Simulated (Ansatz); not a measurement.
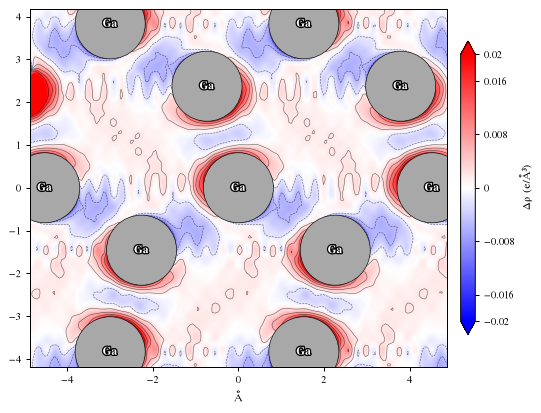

Ga. Difference of the valence pseudo-densities of two functionals at the same geometry, on the (110) plane of the calculation cell: one of PBE and r2SCAN less the other.

Both computed with Ansatz (plane waves, PAW), on the same k-point mesh. Grey discs cover the atomic cores.

```
Ga
1.0
     2.26150   -3.83050    0.00000
     2.26150    3.83050    0.00000
     0.00000    0.00000    4.52400
Ga
4
Direct
  0.84510 0.15490 0.08100
  0.65490 0.34510 0.58100
  0.15490 0.84510 0.91900
  0.34510 0.65490 0.41900
```

Question: Which was subtracted from which, and what does the map show?

Answer: It is PBE less r2SCAN. Against r2SCAN, PBE gives a change of −0.006 e/Å³ at the midpoint of Ga–Ga.
